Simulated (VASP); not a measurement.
# Band edges against the vacuum: BAs(110)

Aim: ionisation energy and electron affinity of BAs(110), from a slab and a bulk run lined up through core potentials.

Method: r2SCAN; plane waves and PAW (B, As), in VASP 6.6.1.

**Measured values to reproduce.**

“Thermal expansion coefficients of high thermal conducting BAs and BP materials” (2019, arxiv:1906.04101) reports for BAs, zinc blende, by single-crystal XRD (Mo K-alpha) (CVT-grown single crystal, 100 K): lattice constant a (cubic a at 100 K) 4.7741 ± 0.0015 Å.

For BAs, zinc blende (single crystal grown by chemical vapor transport, 300 K), “Basic Physical Properties of Cubic Boron Arsenide” (2019, arxiv:1911.11281) gives, by UV-visible absorption: band gap (indirect optical gap from absorption edge) 1.82 eV [room-temperature optical absorption edge, not a zero-temperature fundamental gap].

## (1) The starting structure

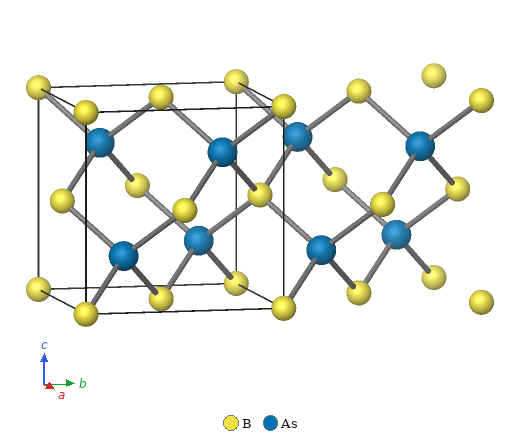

Start, viewed slightly off an axis; boron yellow, arsenic blue. 1×2×1 cells are drawn. This picture shows the conventional cell, with its axes. Bonds to atoms that aren't drawn are left out. Some periodic images of atoms are drawn too.

Coordinates:

```xyz
2
Lattice="0.0000 2.3900 2.3900 2.3900 0.0000 2.3900 2.3900 2.3900 0.0000" Properties=species:S:1:pos:R:3 pbc="T T T"
B     0.0000    0.0000    0.0000
As    1.1950    1.1950    1.1950
```

## (2) Relaxing the bulk crystal

The later steps need the crystal at this functional's own lattice; a raised cutoff keeps the stress reliable while the cell changes.

INCAR reads:

```
SYSTEM = BAs
PREC = Accurate
ENCUT = 420
EDIFF = 1E-06
NELM = 120
ISMEAR = 0
SIGMA = 0.03
LREAL = .FALSE.
ALGO = Normal
METAGGA = R2SCAN
LASPH = .TRUE.
NBANDS = 10
LORBIT = 11
LWAVE = .FALSE.
LCHARG = .FALSE.
KPAR = 4
IBRION = 2
NSW = 40
ISIF = 3
EDIFFG = -0.02
POTIM = 0.4
```

POSCAR reads:

```
BAs
1.0
    0.0000000000      2.3900000000      2.3900000000
    2.3900000000      0.0000000000      2.3900000000
    2.3900000000      2.3900000000      0.0000000000
B As
1 1
Direct
    0.0000000000      0.0000000000      0.0000000000
    0.2500000000      0.2500000000      0.2500000000
```

KPOINTS reads:

```
Automatic mesh
0
Gamma
7 7 7
0 0 0
```

Potentials, in the order of the species: B and As (PBE family, release 64).

The run is started by

```sh
$ mpirun -np 4 vasp_std
```

Log:

```text
[banner, memory and clock lines left out]
running    4 mpi-ranks, on    1 nodes
 distrk:  each k-point on    1 cores,    4 groups
 distr:  one band on    1 cores,    1 groups

 POSCAR found type information on POSCAR B As
 POSCAR found :  2 types and       2 ions
|                                                                             |
|               ----> ADVICE to this user running VASP <----                  |
|                                                                             |
|     You enforced a specific xc type in the INCAR file but a different       |
|     [... a line on the potential file left out ...]
|     I HOPE YOU KNOW WHAT YOU ARE DOING!                                     |
|                                                                             |

 LDA part: xc-table for (None), standard interpolation
 POSCAR, INCAR and KPOINTS ok, starting setup
 FFT: planning ... GRIDC
 FFT: planning ... GRID_SOFT
 FFT: planning ... GRID
 WAVECAR not read
 entering main loop
       N       E                     dE             d eps       ncg     rms          rms(c)
DAV:   1    -0.179093872239E+01   -0.17909E+01   -0.34143E+03   400   0.615E+02
DAV:   2    -0.232290274985E+02   -0.21438E+02   -0.20614E+02   556   0.101E+02
DAV:   3    -0.238414149130E+02   -0.61239E+00   -0.61101E+00   486   0.163E+01
DAV:   4    -0.238428274212E+02   -0.14125E-02   -0.14125E-02   488   0.891E-01
DAV:   5    -0.238428289880E+02   -0.15668E-05   -0.15668E-05   492   0.306E-02    0.497E+00
DAV:   6    -0.222826469092E+02    0.15602E+01   -0.97174E-01   420   0.538E+00    0.281E+00
DAV:   7    -0.222499965041E+02    0.32650E-01   -0.18972E-01   464   0.238E+00    0.964E-01
DAV:   8    -0.222476387857E+02    0.23577E-02   -0.15775E-02   454   0.971E-01    0.925E-02
DAV:   9    -0.222478343088E+02   -0.19552E-03   -0.35948E-04   454   0.148E-01    0.456E-02
DAV:  10    -0.222478920811E+02   -0.57772E-04   -0.34300E-05   440   0.553E-02    0.158E-02
DAV:  11    -0.222478933068E+02   -0.12256E-05   -0.56510E-06   492   0.214E-02    0.620E-03
DAV:  12    -0.222478938985E+02   -0.59171E-06   -0.13694E-07   260   0.285E-03
   1 F= -.22247894E+02 E0= -.22247894E+02  d E =-.222479E+02
 curvature:   0.00 expect dE= 0.000E+00 dE for cont linesearch  0.000E+00
 trial: gam= 0.00000 g(F)=  0.692E-47 g(S)=  0.624E-03 ort = 0.000E+00 (trialstep = 0.100E+01)
 search vector abs. value=  0.624E-03
 bond charge predicted
       N       E                     dE             d eps       ncg     rms          rms(c)
DAV:   1    -0.222481894754E+02   -0.29617E-03   -0.89003E-03   446   0.602E-01    0.102E-01
DAV:   2    -0.222481259740E+02    0.63501E-04   -0.30667E-04   414   0.114E-01    0.509E-02
DAV:   3    -0.222480726082E+02    0.53366E-04   -0.13597E-04   430   0.634E-02    0.235E-02
DAV:   4    -0.222480688845E+02    0.37237E-05   -0.52640E-06   470   0.140E-02    0.142E-02
DAV:   5    -0.222480674940E+02    0.13904E-05   -0.82416E-07   256   0.670E-03    0.661E-03
DAV:   6    -0.222480671161E+02    0.37791E-06   -0.82419E-08   228   0.232E-03
   2 F= -.22248067E+02 E0= -.22248067E+02  d E =-.173218E-03
 trial-energy change:   -0.000173  1 .order   -0.000184   -0.000624    0.000257
 step:   0.6932(harm=  0.7084)  dis= 0.00000  next Energy=   -22.248107 (dE=-0.213E-03)
 bond charge predicted
       N       E                     dE             d eps       ncg     rms          rms(c)
DAV:   1    -0.222481154055E+02   -0.47911E-04   -0.83782E-04   448   0.185E-01    0.316E-02
DAV:   2    -0.222481104106E+02    0.49949E-05   -0.28558E-05   416   0.350E-02    0.158E-02
DAV:   3    -0.222481067706E+02    0.36400E-05   -0.12821E-05   430   0.195E-02    0.725E-03
DAV:   4    -0.222481072406E+02   -0.46999E-06   -0.47965E-07   234   0.429E-03
   3 F= -.22248107E+02 E0= -.22248107E+02  d E =-.213342E-03
 curvature:  -0.35 expect dE=-0.163E-07 dE for cont linesearch -0.163E-07
 trial: gam=-0.00852 g(F)=  0.596E-47 g(S)=  0.461E-07 ort = 0.536E-05 (trialstep = 0.939E+00)
 search vector abs. value=  0.103E-09
 reached required accuracy - stopping structural energy minimisation
```

Elapsed: 23 s, on 4 MPI ranks of Intel Xeon Platinum 8488C (Sapphire Rapids), shared host; peak memory 0.51 GiB.

Lines that name or quote the potential files are left out of all logs, and their timing lines are given in words.

From OUTCAR (step 2):

```text
ion  position               nearest neighbor table
   1  0.000  0.000  0.000-   2 2.07   2 2.07   2 2.07   2 2.07
   2  0.250  0.250  0.250-   1 2.07   1 2.07   1 2.07   1 2.07

  LATTYP: Found a face centered cubic cell.
 ALAT       =     4.7800000000

 Subroutine GETGRP returns: Found 24 space group operations
 (whereof 24 operations were pure point group operations)

The static configuration has the point symmetry T_d .

 Found     20 irreducible k-points:

   k-points           NKPTS =     20   k-points in BZ     NKDIM =     20   number of bands    NBANDS=     10

   dimension x,y,z NGX =    24 NGY =   24 NGZ =   24
   dimension x,y,z NGXF=    48 NGYF=   48 NGZF=   48

   ENCUT  =  420.0 eV  30.87 Ry    5.56 a.u.   5.65  5.65  5.65*2*pi/ulx,y,z

   NELECT =       8.0000    total number of electrons

 k-points in reciprocal lattice and weights: Automatic mesh
   0.00000000  0.00000000  0.00000000       0.003
   0.14285714  0.00000000  0.00000000       0.023
   0.28571429  0.00000000  0.00000000       0.023
   0.42857143  0.00000000  0.00000000       0.023
   0.14285714  0.14285714  0.00000000       0.017
   0.28571429  0.14285714  0.00000000       0.070
   0.42857143  0.14285714  0.00000000       0.070
  -0.42857143  0.14285714  0.00000000       0.070
  -0.28571429  0.14285714  0.00000000       0.070
[...]
-0.42857143  0.42857143  0.14285714       0.070
  -0.28571429  0.42857143  0.14285714       0.070

 average (electrostatic) potential at core
       1 -28.2313       2 -53.3769

 E-fermi :   6.1630

 k-point     1 :       0.0000    0.0000    0.0000
  band No.  band energies     occupation
      1     -10.1428      2.00000
      2       5.9589      2.00000
      3       5.9589      2.00000
      4       5.9589      2.00000
      5       9.3963      0.00000
      6       9.3963      0.00000
      7       9.3963      0.00000
      8      11.0311      0.00000
      9      16.3035      0.00000
    ...

 k-point     2 :       0.1429    0.0000    0.0000
  band No.  band energies     occupation
      1      -9.7941      2.00000
      2       3.4545      2.00000
      3       5.3855      2.00000
      4       5.3855      2.00000
      5       9.5727      0.00000
      6      10.1503      0.00000
      7      10.1503      0.00000
      8      12.6625      0.00000
      9      17.4803      0.00000
    ...

 k-point     3 :       0.2857    0.0000    0.0000
  band No.  band energies     occupation
      1      -8.7924      2.00000
      2      -0.0550      2.00000
      3       4.5601      2.00000
      4       4.5601      2.00000
      5       9.1884      0.00000
      6      10.9811      0.00000
      7      10.9811      0.00000
      8      14.9125      0.00000
      9      17.9758      0.00000
    ...

  Total        0.0008922      0.0008922      0.0008922      0.0000000     -0.0000000     -0.0000000
  in kB        0.0521365      0.0521365      0.0521365      0.0000000     -0.0000000     -0.0000000
  external PRESSURE =       0.0521365 kB  Pullay stress =       0.0000000 kB

  energy-cutoff  :      420.00
  volume of cell :       27.42
      direct lattice vectors                 reciprocal lattice vectors
     0.000000000  2.393320490  2.393320490    -0.208914770  0.208914770  0.208914770
     2.393320490  0.000000000  2.393320490     0.208914770 -0.208914770  0.208914770
     2.393320490  2.393320490 -0.000000000     0.208914770  0.208914770 -0.208914770

 POSITION                                       TOTAL-FORCE (eV/Angst)
 -----------------------------------------------------------------------------------
      0.00000      0.00000      0.00000        -0.000000      0.000000     -0.000000
      1.19666      1.19666      1.19666         0.000000     -0.000000      0.000000
 -----------------------------------------------------------------------------------
    total drift:                                0.000000      0.000000      0.000000

  FREE ENERGIE OF THE ION-ELECTRON SYSTEM (eV)
  ---------------------------------------------------
  free  energy   TOTEN  =       -22.2481072406 eV

  energy  without entropy=      -22.2481072406  energy(sigma->0) =      -22.24810724

 reached required accuracy - stopping structural energy minimisation

 total charge
# of ion       s       p       d       tot
------------------------------------------
    1        0.667   1.159   0.000   1.826
    2        1.171   1.693   0.091   2.956
--------------------------------------------------
tot          1.839   2.852   0.091   4.782

[... 3 further parts left out ...]
```

CONTCAR:

```
BAs
   1.00000000000000
     0.0000000000000000    2.3933204897784539    2.3933204897784539
     2.3933204897784539    0.0000000000000000    2.3933204897784539
     2.3933204897784539    2.3933204897784539   -0.0000000000000000
  B               As
     1     1
Direct
     0.0000000000000000    0.0000000000000000    0.0000000000000000
     0.2500000000000000    0.2500000000000000    0.2500000000000000
```

The PAW data sets were made with PBE, which is usual practice but a small mismatch for other functionals. The run keeps the 24 symmetry operations of its start, so it cannot find a distortion of lower symmetry.

Relaxation path:

```tsv
step	energy less that of the first step (eV)	largest force (eV/Å)	pressure (GPa)	volume (Å³)
1	0.0000	0.0000	0.61	27.30
2	-0.0002	0.0000	-0.25	27.47
3	-0.0002	0.0000	0.01	27.42
```

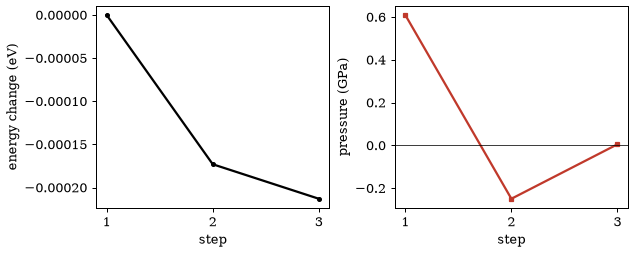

Energy and pressure along the relaxation.

```tsv
conventional cell, symmetrised	before	after	change
a (Å)	4.780	4.787	+0.1 %
b (Å)	4.780	4.787	+0.1 %
c (Å)	4.780	4.787	+0.1 %
volume (Å³/atom)	13.65	13.71	+0.4 %
```

The relaxed structure:

```cif
data_structure
_symmetry_space_group_name_H-M 'P 1'
_symmetry_Int_Tables_number 1
_cell_length_a 3.3847
_cell_length_b 3.3847
_cell_length_c 3.3847
_cell_angle_alpha 60.000
_cell_angle_beta 60.000
_cell_angle_gamma 60.000
_cell_volume 27.42
loop_
_atom_site_label
_atom_site_type_symbol
_atom_site_fract_x
_atom_site_fract_y
_atom_site_fract_z
_atom_site_occupancy
B1 B 0.00000 0.00000 0.00000 1
As2 As 0.25000 0.25000 0.25000 1
```

This step gave:

- electronic steps: 22
- electrons: 8
- free energy (TOTEN): -22.25 eV
- Fermi energy: 6.163 eV

The run ended after 3 ionic steps, 0.000 eV below its first step, once forces and stress met EDIFFG = -0.02.

## (3) Band edges of the bulk

A static bulk run at the slab's cutoff gives the band edges and the core potentials that tie them to the slab.

INCAR reads:

```
SYSTEM = BAs
PREC = Normal
ENCUT = 360
EDIFF = 1E-06
NELM = 120
ISMEAR = 0
SIGMA = 0.03
LREAL = .FALSE.
ALGO = Normal
METAGGA = R2SCAN
LASPH = .TRUE.
NBANDS = 10
LORBIT = 11
LWAVE = .FALSE.
LCHARG = .FALSE.
KPAR = 4
```

POSCAR reads:

```
BAs
1.0
    0.0000000000      2.3933204898      2.3933204898
    2.3933204898      0.0000000000      2.3933204898
    2.3933204898      2.3933204898      0.0000000000
B As
1 1
Direct
    0.0000000000      0.0000000000      0.0000000000
    0.2500000000      0.2500000000      0.2500000000
```

KPOINTS reads:

```
Automatic mesh
0
Gamma
16 16 16
0 0 0
```

The run is started by

```sh
$ mpirun -np 4 vasp_std
```

Log:

```text
[banner, memory and clock lines left out]
running    4 mpi-ranks, on    1 nodes
 distrk:  each k-point on    1 cores,    4 groups
 distr:  one band on    1 cores,    1 groups

 POSCAR found type information on POSCAR B As
 POSCAR found :  2 types and       2 ions
 [... a notice as in an earlier step ...]

 LDA part: xc-table for (None), standard interpolation
 POSCAR, INCAR and KPOINTS ok, starting setup
 FFT: planning ... GRIDC
 FFT: planning ... GRID_SOFT
 FFT: planning ... GRID
 WAVECAR not read
 entering main loop
       N       E                     dE             d eps       ncg     rms          rms(c)
DAV:   1    -0.368722015666E+01   -0.36872E+01   -0.32123E+03  2916   0.545E+02
DAV:   2    -0.233529172418E+02   -0.19666E+02   -0.19052E+02  4076   0.928E+01
DAV:   3    -0.238414109677E+02   -0.48849E+00   -0.48783E+00  3408   0.145E+01
DAV:   4    -0.238425988415E+02   -0.11879E-02   -0.11878E-02  3540   0.827E-01
DAV:   5    -0.238426007492E+02   -0.19077E-05   -0.19077E-05  3438   0.310E-02    0.496E+00
DAV:   6    -0.222872060905E+02    0.15554E+01   -0.95576E-01  3122   0.523E+00    0.281E+00
DAV:   7    -0.222556547387E+02    0.31551E-01   -0.18630E-01  3630   0.234E+00    0.966E-01
DAV:   8    -0.222533390416E+02    0.23157E-02   -0.15481E-02  3316   0.929E-01    0.910E-02
DAV:   9    -0.222535282711E+02   -0.18923E-03   -0.35380E-04  3354   0.144E-01    0.452E-02
DAV:  10    -0.222535820048E+02   -0.53734E-04   -0.33163E-05  3224   0.522E-02    0.157E-02
DAV:  11    -0.222535826070E+02   -0.60220E-06   -0.54609E-06  3422   0.202E-02
   1 F= -.22253583E+02 E0= -.22253583E+02  d E =-.482391E-18
```

It took 10 s on 4 MPI ranks; peak memory 0.47 GiB.

Parts of OUTCAR (step 3):

```text
  LATTYP: Found a face centered cubic cell.
 ALAT       =     4.7866409796

The static configuration has the point symmetry T_d .

 Found    145 irreducible k-points:

   k-points           NKPTS =    145   k-points in BZ     NKDIM =    145   number of bands    NBANDS=     10

   dimension x,y,z NGX =    16 NGY =   16 NGZ =   16
   dimension x,y,z NGXF=    32 NGYF=   32 NGZF=   32

   ENCUT  =  360.0 eV  26.46 Ry    5.14 a.u.   5.24  5.24  5.24*2*pi/ulx,y,z

   NELECT =       8.0000    total number of electrons

 E-fermi :   6.1234

 k-point     1 :       0.0000    0.0000    0.0000
  band No.  band energies     occupation
      1     -10.1450      2.00000
      2       5.9567      2.00000
      3       5.9567      2.00000
      4       5.9567      2.00000
      5       9.3944      0.00000
      6       9.3944      0.00000
      7       9.3944      0.00000
      8      11.0279      0.00000
      9      16.3031      0.00000
    ...

 k-point     2 :       0.0625    0.0000    0.0000
  band No.  band energies     occupation
      1     -10.0779      2.00000
      2       5.2879      2.00000
      3       5.8200      2.00000
      4       5.8201      2.00000
      5       9.5621      0.00000
      6       9.5739      0.00000
      7       9.5739      0.00000
      8      11.3867      0.00000
      9      16.5713      0.00000
    ...

  Total       -0.0143365     -0.0143365     -0.0143365      0.0000000      0.0000000     -0.0000000
  in kB       -0.8377620     -0.8377620     -0.8377620      0.0000000      0.0000000     -0.0000000
  external PRESSURE =      -0.8377620 kB  Pullay stress =       0.0000000 kB

  energy-cutoff  :      360.00
  volume of cell :       27.42
      direct lattice vectors                 reciprocal lattice vectors
     0.000000000  2.393320490  2.393320490    -0.208914770  0.208914770  0.208914770
     2.393320490  0.000000000  2.393320490     0.208914770 -0.208914770  0.208914770
     2.393320490  2.393320490  0.000000000     0.208914770  0.208914770 -0.208914770

 POSITION                                       TOTAL-FORCE (eV/Angst)
 -----------------------------------------------------------------------------------
      0.00000      0.00000      0.00000        -0.000000     -0.000000     -0.000000
      1.19666      1.19666      1.19666         0.000000      0.000000      0.000000
 -----------------------------------------------------------------------------------
    total drift:                                0.000002      0.000002      0.000002

  FREE ENERGIE OF THE ION-ELECTRON SYSTEM (eV)
  ---------------------------------------------------
  free  energy   TOTEN  =       -22.2535826070 eV

  energy  without entropy=      -22.2535826070  energy(sigma->0) =      -22.25358261

 total charge
# of ion       s       p       d       tot
------------------------------------------
    1        0.670   1.160   0.000   1.829
    2        1.172   1.691   0.091   2.955
--------------------------------------------------
tot          1.842   2.851   0.091   4.784

[... 2 parts as in an earlier step ...]

[... 6 further parts left out ...]
```

The gap is read on the k-mesh alone, so it is an upper bound where the band edges lie off the mesh.

Numbers from this step:

- electronic steps: 11
- Fermi energy: 6.123 eV
- metallic: no
- gap on the k-mesh: 1.387 eV
- least direct gap on the k-mesh: 3.438 eV

(Part 1 of 3 ends here.)

[Lines on the potential files, build, host, timing and source positions are cut from VASP's logs without a mark.]

[Logs are printed without paths, hosts, clocks, repeated set-up lines and the standing remarks that a program may print on its own settings, such as how far it seeks lower states.]

[Hosts, paths, dates, database ids (printed as entryN), source tags and the programs' standing remarks are cut or masked in the printed files.]

[Runs that stopped without an error message from VASP are left out.]
